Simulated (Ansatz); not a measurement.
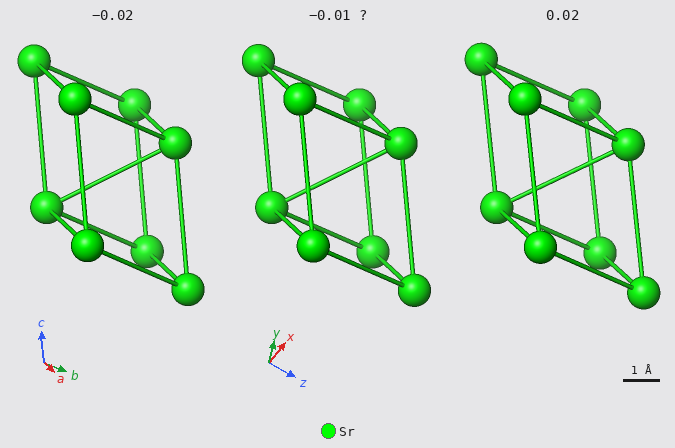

Energy scan for crystalline Sr (Im-3m), in which the cell is strained along z alone, with the atoms kept at their fractional coordinates. x, y and z are the Cartesian axes of the input. The picture is a ball-and-stick view of the cell of the calculation, seen slightly off an axis.

The calculation used DFT PBEsol, scalar-relativistic, plane waves, PAW in Ansatz 0.2.0. (plane-wave cutoff 420 eV; k-point mesh 14 × 14 × 14; occupations gaussian; smearing width 0.15 eV; no spin polarisation). Energies (free energies at the smearing named) are counted from the cell as listed in its source, which wasn't relaxed.

```csv
strain,energy change (meV/atom)
−0.0200,−7.3
−0.0150,−5.6
−0.0100,?
−0.0050,−2.0
0.0000,0.0
0.0050,2.0
0.0100,4.1
0.0150,6.3
0.0175,7.4
0.0200,8.5
```

Q: Estimate the missing energy from the other rows, and compare with the calculation.

A: A straight line between the two neighbours gives −3.8 meV/atom. A cubic through the four nearest rows (−0.0200, −0.0150, −0.0050, 0.0000) gives, with Lagrange weights, (−0.1667)(−7.3) + (0.6667)(−5.6) + (0.6667)(−2.0) + (−0.1667)(0.0) = −3.9 meV/atom. The calculation gives −3.8 meV/atom, so the cubic is 0.1 meV/atom too low, while the straight line is right to the digits shown.

The whole profile:

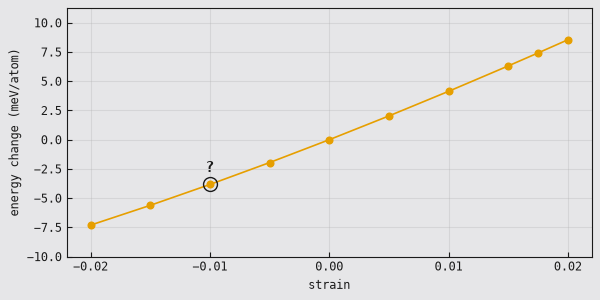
